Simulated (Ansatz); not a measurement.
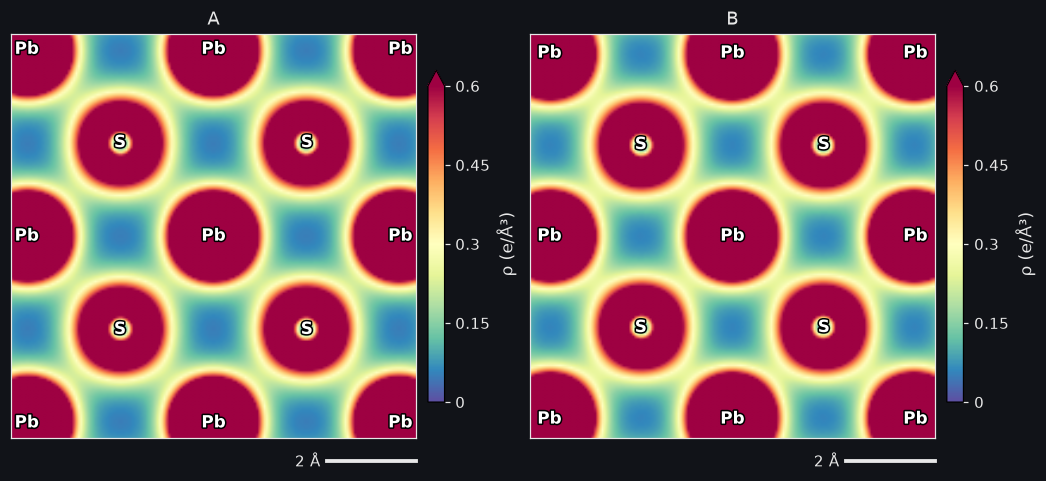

PbS. The valence charge density (pseudo) of two cells that differ in size, on the (011) plane of each (indices in the axes of the calculation cell), at one length scale and on one colour scale; one has 24.5 and the other 26.1 Å³ an atom.

Level of theory: DFT, LDA, PAW with Ansatz's default frozen-core files, scalar-relativistic (Ansatz 0.2.0).

The density is the valence pseudo-density of a PAW calculation; it isn't the true density close to the nuclei.

The larger cell:

```yaml
crystal:
  lattice:
    - [0.00000, 2.96500, 2.96500]
    - [2.96500, 0.00000, 2.96500]
    - [2.96500, 2.96500, 0.00000]
  atoms:
    - { symbol: Pb, position: [0.00000, 0.00000, 0.00000] }
    - { symbol: S, position: [0.50000, 0.50000, 0.50000] }
```

The smaller cell: a = 4.108 Å, b = 4.108 Å, c = 4.108 Å, α = 60.00°, β = 60.00°, γ = 60.00°.

Which is the denser cell? Describe the effect of the change.

Panel B is the smaller cell, by 6 % in volume. From the larger cell to the smaller, Pb–S goes from 2.96 to 2.90 Å, and the density at its midpoint from 0.22 to 0.25 e/Å³; the pressure goes from −2.6 to 1.2 GPa.
